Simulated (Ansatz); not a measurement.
Tl: single-point calculation

- system: Tl (P6₃/mmc, 2 atoms in the cell)
- method: DFT PBEsol, scalar-relativistic, plane waves, PAW, no spin polarisation (Ansatz 0.2.0)

The structure derives from an entry of the Crystallography Open Database. It belongs to a series of runs on one base structure; here: strain -0.0300 x Voigt [0, 0, 1, 0, 0, 0], atoms carried along. Figures and captions count atoms from 1; the log counts them from 0 in places.

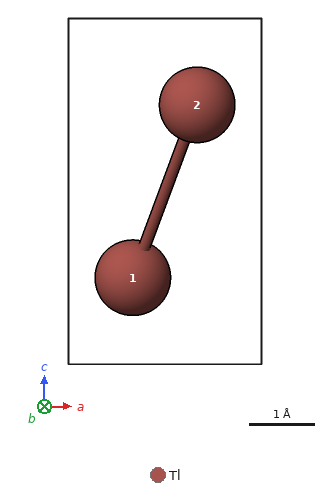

*The structure (ball-and-stick view of the cell of the calculation, along the b axis; atoms are numbered from 1 in the order of the input). An atom can appear more than once, as a periodic image.*

Near neighbours in the periodic cell (some may lie outside the picture): Tl has 12 Tl at 3.34 to 3.46 Å.

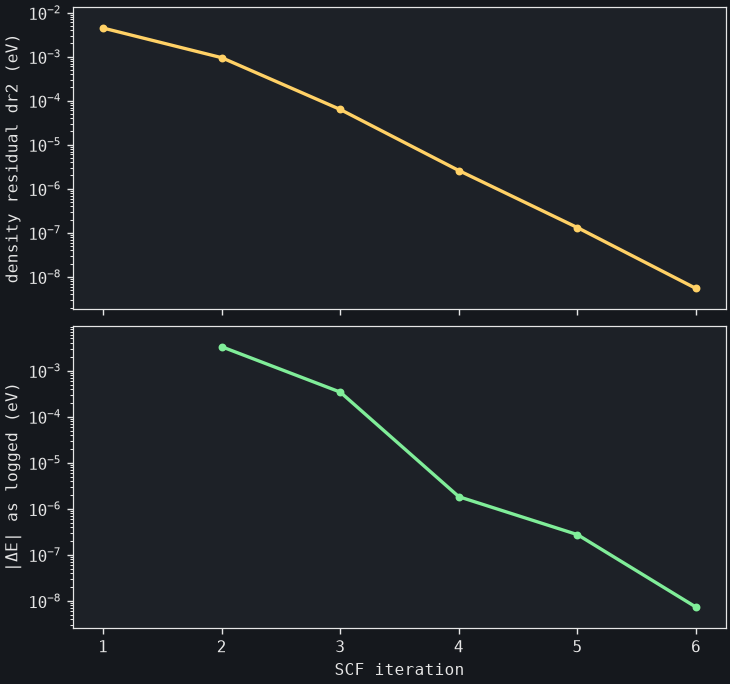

*Convergence of the self-consistent field: density residual dr2 and size of the energy change against the SCF iteration.*

The residual falls at every step.

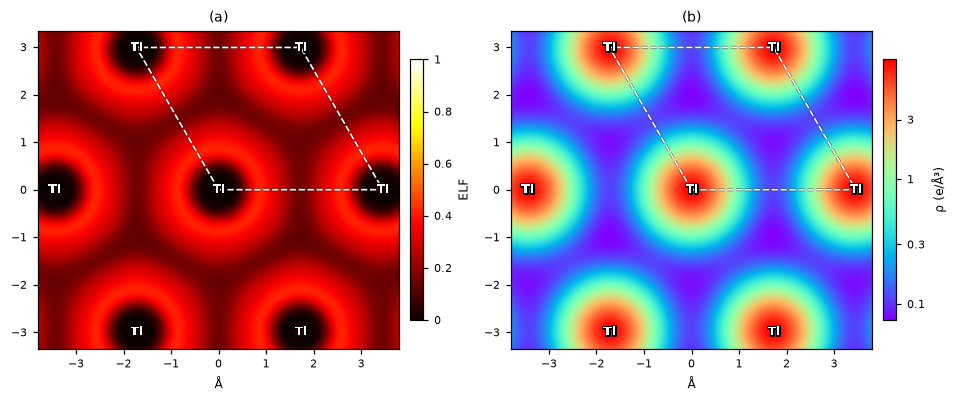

*(a) ELF; (b) valence pseudo-density on the (001) plane of the conventional cell.*

Tl–Tl (3.46 Å): the density is about 0.11 e/Å³ at the midpoint; the ELF is about 0.15 at the midpoint; no localised pair between them. Away from the nuclei the density in this plane falls to 0.07 e/Å³ at its lowest. The fields are those of the smooth PAW valence density.

The input that produced these results follows, with the program's output.

**The input**
```yaml
crystal:
  lattice:
    - [3.4559983565, 0.0, 0.0]
    - [-1.7279991783, 2.9929823722, 0.0]
    - [0.0, 0.0, 5.35925]
  atoms:
    - { symbol: Tl, position: [0.3333333333, 0.6666666667, 0.25] }
    - { symbol: Tl, position: [0.6666666667, 0.3333333333, 0.75] }
basis:
  ecutwfc: 420
kpoints:
  mp_grid: { grid: [18, 18, 10] }
hamiltonian:
  xc: pbesol
scf:
  occupations: { method: gaussian, width: 0.15 }
output:
  forces: true
  stress: true
  eigenvalues: true
  write_density: true
  write_potential: true
  elf: true
  volumetric_format: npy
```

Run as:
```bash
ansatz run input.yaml --threads 1 --pin off --max-ram 2560MiB --backend cpu --events-out ev --progress --plain --runs-dir out
```

**Log**
```
Engine: ansatz 0.2.0, aarch64-unknown-linux-gnu
Pseudopotentials: kind: paw
Pseudopotential: Tl, paw, valence charge 13, recommended cutoff 420 eV (normal), Tl.paw.azcp
Functional definition: PBEsol
  exchange = pbesol_x
  correlation = pbesol_c
Crystal: 2 atoms, lattice volume = 55.435 Å³
Basis set: ecut = 420 eV, 1091 PW (Γ), exchange–correlation on 48×48×72 points (8 copies of the dense FFT grid, shifted against one another)
Bands: 17, of which v1, the nominal top of the filled ones, is band 13 counted from 1 (12 counted from 0)
Symmetry: 24 space group operations
Space group: P63/mmc (ITA 194), of the structure as read, at distance tolerance 3.8e-5 Å
k-points: 222 of 3240
Non-local potential: Tl, projectors of the file, l = 0: 2, l = 1: 2, l = 2: 2, l = 3: 1
PAW form: soft (Blöchl's): semilocal exchange-correlation on the pseudo side does not see the compensation charge
PAW frozen core: Tl, regenerated for the run's functional, and the local potential with it (the file was generated under x = pbe(κ = 0.804, μ = 0.2195149727645171), c = pbe(β = 0.06672455060314922))
PAW one-centre angular grid: Tl, 590 points (default); XC on 64 Gauss nodes
Initial density: superposition of atomic densities (neutral atoms: chi_scale 0, normalization atom), corrected by the library's trained network
Initial wavefunctions: pseudopotential atomic-orbital guess
Functional: x = pbesol(κ = 0.804, μ = 0.12345679012345678), c = pbesol(β = 0.046)
SCF iter   1: F=—  HF=-22591.352081 eV  |F-HF|=—  |Δ(HF+E_count)|=         —  Δρ=2.69e-3  dr2=4.47e-3  ethr=1.77e-3  ⟨swp⟩=5.4  Hψ=18117  notcnv=0
preconditioner: auto → Kerker (q_TF=auto, 2.405 Å⁻¹)  [metal: Δε(μ)=0.006 eV  Ē_g=13.787 eV  σ=0.150 eV  W_gap=0.02  n_scr=22 (ndim 8)  ℏωp=25.4 eV  f_vac=0.000  D(μ)=0.98/eV (n_scr^D=2)]
SCF iter   2: F=—  HF=-22591.348773 eV  |F-HF|=—  |Δ(HF+E_count)|=   3.31e-3  Δρ=1.13e-3  dr2=9.49e-4  ethr=1.72e-5  ⟨swp⟩=2.5  Hψ=8313  notcnv=0
SCF iter   3: F=—  HF=-22591.348431 eV  |F-HF|=—  |Δ(HF+E_count)|=   3.42e-4  Δρ=2.99e-4  dr2=6.32e-5  ethr=3.65e-6  ⟨swp⟩=2.0  Hψ=5976  notcnv=0
SCF iter   4: F=—  HF=-22591.348429 eV  |F-HF|=—  |Δ(HF+E_count)|=   1.83e-6  Δρ=7.88e-5  dr2=2.59e-6  ethr=2.43e-7  ⟨swp⟩=2.7  Hψ=6687  notcnv=0
SCF iter   5: F=—  HF=-22591.348429 eV  |F-HF|=—  |Δ(HF+E_count)|=   2.75e-7  Δρ=1.98e-5  dr2=1.31e-7  ethr=9.95e-9  ⟨swp⟩=2.0  Hψ=6433  notcnv=0
SCF iter   6: F=-22591.348429 eV  HF=-22591.348429 eV  |F-HF|=2.55e-11  |Δ(HF+E_count)|=   7.33e-9  Δρ=3.11e-6  dr2=5.43e-9  ethr=3.85e-10  ⟨swp⟩=7.6  Hψ=20506  notcnv=0
SCF 1 converged in 6 iterations: F = -22591.348429 eV  dr2 = 5.43e-9
  greatest PAW one-centre occupation: 0.962 electrons in one spin orbital (limit 2), on the Tl atom at site 1 (counted from 0), in its partial waves of l = 2
SCF converged after 6 iterations
Free energy (F): -22591.348429 eV
Harris-Foulkes:  -22591.348429 eV  (|F-HF|=2.55e-11)
Internal energy: -22591.337438 eV  (E = F + TS)
E sigma→0 (E₀):  -22591.342934 eV
Entropy (-TS):   -0.010990 eV (-5.495 meV/atom)
Fermi energy:    10.669286 eV
--- Per-component energies (eV) ---
  E_band       = 23.190956
  E_kinetic    = 667.922115
  E_local      = -1715.349407  (includes V_loc(G=0)·N_el)
  E_nonlocal   = 638.263984
  E_hartree    = 632.324303
  E_xc         = -458.264746
  E_vxc        = -285.338469  (∫ρ·V_xc dr)
  E_paw        = -20034.747323  (= ΣΔE_a)
  E_vpaw       = -546.956248  (= ΣTr[D̂ρ^β])
  E_aug_tail   = 0.000068  (compensation charges beyond the density's cutoff)
  E_ewald      = -2321.562962
  E_core_change = 0.076530  (= ΣΔE_core)
  E_smearing   = -0.010990  (= −TS)
  E_closure    = -0.000000  (closes the sum)
  Σ components = -22591.348429   (vs F -22591.348429, Δ=0.00e0)
--- Forces (eV/Å), atoms counted from 1 ---
  atom   1  Tl     0.00000000    -0.00000000     0.00000000
  atom   2  Tl     0.00000000     0.00000000    -0.00000000
  max |Σ_I F_I| component: 1.39e-17 eV/Å
--- Stress (GPa, compression-positive) ---
        0.996948       0.000000       0.000000
       -0.000000       0.996948       0.000000
        0.000000       0.000000       2.109592
  P = ⅓ Tr σ = 1.3678 GPa (13.678 kbar)
--- Band table (eV; the first three rows and the last of 222) ---
  k-point 0: bands = ["-1.1487", "-0.8594", "-0.8594", "-0.8476", "-0.7939", "-0.7939", "-0.7740", "-0.7740", "-0.3618", "-0.3618", "0.3984", "5.9005", "7.7922", "18.4770", "18.4770", "20.7064", "20.7064"]
  k-point 1: bands = ["-1.1395", "-0.8808", "-0.8808", "-0.8491", "-0.8022", "-0.8022", "-0.7408", "-0.7408", "-0.3651", "-0.3651", "0.4556", "5.3213", "8.4862", "18.5248", "18.5248", "20.6524", "20.6524"]
  k-point 2: bands = ["-1.1128", "-0.9091", "-0.9091", "-0.8578", "-0.8245", "-0.8245", "-0.6783", "-0.6783", "-0.3763", "-0.3763", "0.6321", "4.3717", "9.7796", "18.6661", "18.6661", "20.1052", "20.4911"]
  k-point 221: bands = ["-1.0760", "-1.0760", "-0.8132", "-0.8132", "-0.6836", "-0.6836", "-0.6403", "-0.6403", "-0.3571", "-0.3571", "6.5822", "6.5822", "9.5968", "9.5968", "10.8311", "10.8311", "18.8436"]
```

**Summary**

```csv
quantity,value
outcome,converged
space group (tolerance 0.01 Å),P6₃/mmc (194)
electrons treated,26
free energy,−22591.3484 eV
Fermi energy,10.669 eV
gap on the k-point mesh,none (metallic)
pressure,1.37 GPa
largest force (length of the vector),under 0.001 eV/Å
hardware,"1 thread of Arm Neoverse V1, 24 GiB of memory available, shared host"
wall time,13 s
peak memory,0.42 GiB
```

**Notes**

Spin–orbit coupling is left out, which matters for Tl.
